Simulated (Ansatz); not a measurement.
**Al: geometry relaxation (part 2 of 2)**

Continued. System: Al (slab, 8 atoms in the cell). Method: DFT r2SCAN, scalar-relativistic, plane waves, PAW, no spin polarisation (Ansatz 0.2.0); cutoff 500 eV, 12×12×1 k-mesh, Gaussian smearing of 0.1 eV. The structure derives from a Materials Project entry. It belongs to a series of runs on one base structure; here: (0 0 1) slab, atoms relaxed.

Geometry of the input (Å; fractional positions):
```
2.8222  0.0000  0.0000
-1.4111  2.4441  0.0000
0.0000  0.0000  31.2086
Al 0.3333  0.6667  0.2403
Al 0.0000  0.0000  0.3145
Al 0.6667  0.3333  0.3887
Al 0.0000  0.0000  0.4629
Al 0.3333  0.6667  0.5371
Al 0.0000  0.0000  0.6113
Al 0.6667  0.3333  0.6855
Al 0.0000  0.0000  0.7597
```

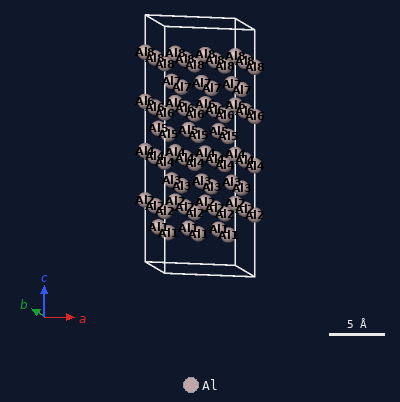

The geometry at step 1 of the log (spheres-only view of the 3 × 2 repeat of the cell, with the vacuum cut short, seen slightly off an axis; atoms are numbered from 1 in the order of the input).

The program's output, continued:
```
relax step   2: F+E_penalty+E_count = -4322.40656506 eV  Δ(F+E_penalty+E_count) = -4.376e-3 eV  max|allowed force component| = 3.631e-2 eV/Å  Δτ_max = 0.0640 Å  (6 SCF iters, dr2 threshold 1.19e-6 eV, accepted)
SCF iter   1: F=—  HF=-4322.406970 eV  |F-HF|=—  |Δ(HF+E_count)|=         —  Δρ=2.51e-4  dr2=1.42e-3  dr2_τ=1.57e-5  ethr=7.01e-5  p=0.001 e·Å  D=1.12e-3 V/Å  ΔV_dip=-0.03 eV  dr2_dipole=1.43e-5  V_vac-E_F(+/−)=4.17/4.21 eV  ⟨swp⟩=2.4  Hψ=978  notcnv=0  defer=34
efield: sawtooth ramp at fractional position 0.9800 (handed on by an earlier solve), width 0.0400; the density the first Hamiltonian is built on has a dipole p = 0.001 e·Å; the dipole correction subtracts the counter field D = 1.12e-3 V/Å, which shifts the + side's vacuum level by -0.03 eV against the − side's; the planar-averaged density in the ramp window peaks in size at 7.5e-7 e/Å³
preconditioner: auto → LDOS  [metal: Δε(μ)=0.046 eV  Ē_g=7.438 eV  σ=0.100 eV  W_gap=0.25  n_scr=18 (ndim 8)  ℏωp=12.4 eV  f_vac=0.329  D(μ)=2.16/eV (n_scr^D=12)  β→1.0]
SCF iter   2: F=—  HF=-4322.407045 eV  |F-HF|=—  |Δ(HF+E_count)|=   7.52e-5  Δρ=1.18e-4  dr2=4.05e-4  dr2_τ=8.76e-7  ethr=5.93e-6  p=0.001 e·Å  D=1.22e-3 V/Å  ΔV_dip=-0.04 eV  dr2_dipole=1.39e-5  V_vac-E_F(+/−)=4.16/4.20 eV  ⟨swp⟩=2.4  Hψ=668  notcnv=0  defer=34
SCF iter   3: F=—  HF=-4322.407024 eV  |F-HF|=—  |Δ(HF+E_count)|=   2.15e-5  Δρ=3.08e-5  dr2=2.79e-5  dr2_τ=3.72e-8  ethr=1.69e-6  p=0.001 e·Å  D=1.13e-3 V/Å  ΔV_dip=-0.04 eV  dr2_dipole=4.83e-6  V_vac-E_F(+/−)=4.17/4.21 eV  ⟨swp⟩=2.0  Hψ=489  notcnv=0  defer=34
SCF iter   4: F=—  HF=-4322.407027 eV  |F-HF|=—  |Δ(HF+E_count)|=   2.79e-6  Δρ=1.09e-5  dr2=3.21e-6  dr2_τ=2.55e-9  ethr=1.16e-7  p=0.001 e·Å  D=1.11e-3 V/Å  ΔV_dip=-0.03 eV  dr2_dipole=1.11e-6  V_vac-E_F(+/−)=4.17/4.21 eV  ⟨swp⟩=1.8  Hψ=449  notcnv=0  defer=34
SCF iter   5: F=—  HF=-4322.407027 eV  |F-HF|=—  |Δ(HF+E_count)|=   1.66e-7  Δρ=3.24e-6  dr2=2.09e-7  dr2_τ=2.68e-10  ethr=1.34e-8  p=0.001 e·Å  D=1.10e-3 V/Å  ΔV_dip=-0.03 eV  dr2_dipole=7.61e-8  V_vac-E_F(+/−)=4.17/4.21 eV  ⟨swp⟩=1.8  Hψ=466  notcnv=0  defer=34
SCF iter   6: F=-4322.407027 eV  HF=-4322.407027 eV  |F-HF|=5.78e-9  |Δ(HF+E_count)|=   4.08e-8  Δρ=1.20e-6  dr2=1.51e-8  dr2_τ=3.37e-11  ethr=4.17e-10  p=0.001 e·Å  D=1.10e-3 V/Å  ΔV_dip=-0.03 eV  dr2_dipole=3.79e-10  V_vac-E_F(+/−)=4.17/4.21 eV  ⟨swp⟩=17.2  Hψ=3218  notcnv=0
SCF 3 converged in 6 iterations: F = -4322.407027 eV  dr2 = 1.51e-8
relax step   3: F+E_penalty+E_count = -4322.40702671 eV  Δ(F+E_penalty+E_count) = -4.617e-4 eV  max|allowed force component| = 4.837e-3 eV/Å  Δτ_max = 0.0137 Å  (6 SCF iters, accepted)
iter 1 solved again at ethr=6.25e-11 eV; its pass at ethr=3.10e-3 eV (dr2=1.50e-8 eV) is discarded
SCF iter   1: F=—  HF=-4322.407027 eV  |F-HF|=—  |Δ(HF+E_count)|=         —  Δρ=1.20e-6  dr2=1.51e-8  dr2_τ=3.37e-11  ethr=6.25e-11  p=0.001 e·Å  D=1.10e-3 V/Å  ΔV_dip=-0.03 eV  dr2_dipole=3.79e-10  V_vac-E_F(+/−)=4.17/4.21 eV  ⟨swp⟩=1.0  Hψ=2089  notcnv=0
efield: sawtooth ramp at fractional position 0.9800 (kept from the solve that this one continues, or follows in the run), width 0.0400; the density the first Hamiltonian is built on has a dipole p = 0.001 e·Å; the dipole correction subtracts the counter field D = 1.10e-3 V/Å, which shifts the + side's vacuum level by -0.03 eV against the − side's; the planar-averaged density in the ramp window peaks in size at 7.4e-7 e/Å³
preconditioner: auto → LDOS  [metal: Δε(μ)=0.046 eV  Ē_g=7.437 eV  σ=0.100 eV  W_gap=0.25  n_scr=18 (ndim 8)  ℏωp=12.4 eV  f_vac=0.329  D(μ)=2.12/eV (n_scr^D=12)  β→1.0]
SCF iter   2: F=-4322.407027 eV  HF=-4322.407027 eV  |F-HF|=8.22e-9  |Δ(HF+E_count)|=   3.96e-9  Δρ=6.44e-7  dr2=1.10e-8  dr2_τ=1.63e-11  ethr=6.25e-11  p=0.001 e·Å  D=1.10e-3 V/Å  ΔV_dip=-0.03 eV  dr2_dipole=1.97e-11  V_vac-E_F(+/−)=4.17/4.21 eV  ⟨swp⟩=11.3  Hψ=2730  notcnv=0
SCF 4 converged in 2 iterations: F = -4322.407027 eV  dr2 = 1.10e-8
WARN: The output density's exchange-correlation potential varies sharply where the density is thin. Do not read a vacuum level from v_tot or v_xc, or from such a field of the output density. On a cell that repeats whose density bears no net charge and no dipole along the vacuum's axis use v_es (v_loc + v_h of the components); under efield.dipole_correction with no amplitude use v_es + v_field, which holds any external_charges[].barrier, or the levels of the report's work_function block, which leave it out; under a non-zero efield.amplitude the vacuum is tilted and has no level; on a cell that repeats and bears such a dipole with no correction it is tilted too, and efield.dipole_correction with no amplitude gives each side of its ramp a level where efield: is served; in a cell that repeats whose density bears a net charge (total_charge, or a fill off its count) it is curved and has none; of a slab under crystal.periodic whose density bears no net charge use v_es, which has a level on each side, short of where the two are joined; of another it falls or rises all the way out and has none; of a slab beside external_charges read slab_vacuum_level instead, which it has where they leave it neutral. The grid or the basis barely resolves most such structure, and the values can differ between equally converged runs; as a rule a tighter scf.convergence.dr2_threshold does not remove it. Where the density itself ripples (under the LDA too) a higher basis.ecutwfc lessens it. The files hold the spikes' plane waves up to the density's cutoff. Files: v_tot_of_output_density and the like, and their columns of v_z.tsv (output.write_potential); v_xc_of_output_density and the like, and their columns of v_comp_z.tsv (output.write_potential_components). Measured: with its Gaussian average of σ = 0.25 Å subtracted twice, the exchange-correlation potential is over 0.1 eV at 3451 of the grid points where the equally averaged density (valence and model cores) is under 1e-3 e/Å³, and 0.968 eV at the most among them, at an averaged density of 5.6e-8 e/Å³. The input density's (outcome.potential() and, of a run that writes arrays, v_tot and v_xc) is over 0.1 eV, so measured, at 887 points of its own thin density, 0.904 eV at the most. See output.write_potential in the manual, Limitations
SCF converged after 2 iterations
Free energy (F): -4322.407027 eV
Harris-Foulkes:  -4322.407027 eV  (|F-HF|=8.22e-9)
Internal energy: -4322.396410 eV  (E = F + TS)
E sigma→0 (E₀):  -4322.401718 eV
Entropy (-TS):   -0.010617 eV (-1.327 meV/atom)
Fermi energy:    3.233910 eV
Dipole field:    D = 0.001108 V/Å  (p = 0.001318 e·Å, saw-weighted, corrected)
Work function:   Φ+ = 4.1746 eV   Φ− = 4.2091 eV
Levels:          The Fermi level and band energies are counted from a zero that moves with the ramp; work functions are not
--- Per-component energies (eV) ---
  E_band       = -32.316442
  E_kinetic    = 183.257322
  E_local      = -6379.366595  (includes V_loc(G=0)·N_el)
  E_nonlocal   = 77.513472
  E_hartree    = 3175.600178
  E_xc         = -292.564539
  E_vxc        = -247.572853  (∫ρ·V_xc dr)
  E_paw        = -3784.711457  (= ΣΔE_a)
  E_vpaw       = -27.133496  (= ΣTr[D̂ρ^β])
  E_aug_tail   = -0.000006  (compensation charges beyond the density's cutoff)
  E_vtau       = 9.782225  (kinetic-family band-sum trace: ∫τ·v_τ [+ j·A + Jᵃ·Aᵃ] dr)
  E_efield     = 0.000001  (sawtooth field / dipole correction)
  E_vefield    = 0.000001  (∫n·V_field dr)
  E_ewald      = 2698.356078
  E_core_change = -0.480864  (= ΣΔE_core)
  E_smearing   = -0.010617  (= −TS)
  E_closure    = 0.000000  (closes the sum)
  Σ components = -4322.407027   (vs F -4322.407027, Δ=0.00e0)
--- Forces (eV/Å), atoms counted from 1 ---
  atom   1  Al     0.00000000    -0.00000000    -0.00221784
  atom   2  Al     0.00000000     0.00000000     0.00063678
  atom   3  Al     0.00000000     0.00000000     0.00148743
  atom   4  Al    -0.00000000     0.00000000    -0.00288621
  atom   5  Al     0.00000000    -0.00000000     0.00200074
  atom   6  Al    -0.00000000    -0.00000000    -0.00156825
  atom   7  Al     0.00000000     0.00000000    -0.00223501
  atom   8  Al    -0.00000000    -0.00000000     0.00478781
  max |Σ_I F_I| component: 5.45e-6 eV/Å
--- Band table (eV; the first three rows and the last of 19) ---
  k-point 0: bands = ["-8.6347", "-8.3055", "-7.8019", "-7.0862", "-6.2049", "-5.1293", "-3.8805", "-2.3693", "-1.1160", "0.7162", "2.4725", "4.2710", "5.9285", "7.1441", "7.4516", "8.7492", "8.7723", "10.8482", "10.8610", "13.3037"]
  k-point 1: bands = ["-8.4523", "-8.1233", "-7.6203", "-6.9054", "-6.0250", "-4.9505", "-3.7030", "-2.1922", "-0.9436", "0.8872", "2.6405", "4.4353", "6.0906", "7.3090", "7.6216", "8.9033", "8.9338", "10.9764", "10.9833", "12.2892"]
  k-point 2: bands = ["-7.9065", "-7.5784", "-7.0770", "-6.3643", "-5.4868", "-4.4157", "-3.1722", "-1.6640", "-0.4273", "1.3959", "3.1366", "4.9120", "6.5471", "7.7573", "8.1104", "8.8490", "9.0694", "9.4412", "9.4937", "9.7231"]
  k-point 18: bands = ["-0.1988", "-0.1584", "-0.1532", "0.0808", "0.0937", "0.2056", "0.4456", "0.5942", "0.6343", "1.0808", "1.1529", "1.2926", "2.2305", "2.3545", "2.8602", "2.8639", "3.4130", "3.6777", "4.7837", "4.7913"]
--- Relaxed structure (3 steps of the walk, 3 accepted, 0 SCFs on fresh bases) ---
  F+E_penalty+E_count = -4322.40702671 eV   max|allowed force component| = 4.837e-3 eV/Å
  atoms:
    - { symbol: Al, position: [0.3333333333333333, 0.6666666666666667, 0.23942169741329586] }
    - { symbol: Al, position: [-1.2797251525910646e-19, -9.20966859414935e-34, 0.3142003936507048] }
    - { symbol: Al, position: [0.6666666666666667, 0.3333333333333333, 0.3887505968790243] }
    - { symbol: Al, position: [4.199763317148133e-20, -1.3412298113048161e-33, 0.4630052446088695] }
    - { symbol: Al, position: [0.3333333333333333, 0.6666666666666667, 0.5366550585314124] }
    - { symbol: Al, position: [-1.1078934868780598e-19, -3.9563816955258356e-34, 0.6110214170606455] }
    - { symbol: Al, position: [0.6666666666666667, 0.3333333333333333, 0.6856518812421547] }
    - { symbol: Al, position: [6.597139565275762e-19, 2.651268231649055e-33, 0.7612937106138934] }
```

Trajectory as extended XYZ (Å, eV, eV/Å), 3 frames, from step=1 to step=3:
```
8
Lattice="2.8222 0.0000 0.0000 -1.4111 2.4441 0.0000 0.0000 0.0000 31.2086" Properties=species:S:1:pos:R:3:forces:R:3 step=1 energy=-4322.40219
Al    0.0000    1.6294    7.5000    0.0000   0.0000  -0.0643
Al    0.0000    0.0000    9.8155    0.0000   0.0000   0.0278
Al    1.4111    0.8147   12.1310    0.0000   0.0000   0.0240
Al    0.0000    0.0000   14.4465    0.0000   0.0000   0.0630
Al    0.0000    1.6294   16.7621    0.0000   0.0000  -0.0748
Al    0.0000    0.0000   19.0776    0.0000   0.0000  -0.0166
Al    1.4111    0.8147   21.3931    0.0000   0.0000  -0.0968
Al    0.0000    0.0000   23.7086    0.0000   0.0000   0.1378
8
Lattice="2.8222 0.0000 0.0000 -1.4111 2.4441 0.0000 0.0000 0.0000 31.2086" Properties=species:S:1:pos:R:3:forces:R:3 step=2 energy=-4322.40657
Al    0.0000    1.6294    7.4615    0.0000   0.0000   0.0281
Al    0.0000    0.0000    9.8041    0.0000   0.0000  -0.0183
Al    1.4111    0.8147   12.1337    0.0000   0.0000  -0.0025
Al    0.0000    0.0000   14.4527    0.0000   0.0000  -0.0324
Al    0.0000    1.6294   16.7438    0.0000   0.0000   0.0363
Al    0.0000    0.0000   19.0676    0.0000   0.0000  -0.0071
Al    1.4111    0.8147   21.3983    0.0000   0.0000   0.0313
Al    0.0000    0.0000   23.7726    0.0000   0.0000  -0.0354
8
Lattice="2.8222 0.0000 0.0000 -1.4111 2.4441 0.0000 0.0000 0.0000 31.2086" Properties=species:S:1:pos:R:3:forces:R:3 step=3 energy=-4322.40703
Al    0.0000    1.6294    7.4720    0.0000   0.0000  -0.0022
Al    0.0000    0.0000    9.8058    0.0000   0.0000   0.0006
Al    1.4111    0.8147   12.1324    0.0000   0.0000   0.0015
Al    0.0000    0.0000   14.4497    0.0000   0.0000  -0.0028
Al    0.0000    1.6294   16.7483    0.0000   0.0000   0.0020
Al    0.0000    0.0000   19.0691    0.0000   0.0000  -0.0016
Al    1.4111    0.8147   21.3982    0.0000   0.0000  -0.0023
Al    0.0000    0.0000   23.7589    0.0000   0.0000   0.0048
```

Summary:

```csv
quantity,value
outcome,converged
electrons treated,24
free energy,−4322.4070 eV
"work function, top face",4.17 eV
"work function, bottom face",4.21 eV
Fermi energy,3.234 eV
gap on the k-point mesh,none (metallic)
final volume,215.27 Å³
work function (upper face),4.17 eV
largest force (length of the vector) at the end,0.005 eV/Å
hardware,"1 thread of Intel Xeon @ 2.50GHz (Skylake/Cascade Lake), 32 GiB of memory available, shared host"
wall time,81 s
peak memory,1 GiB
```

Remarks:

The program warns: the exchange-correlation potential is rough where the density is thin.
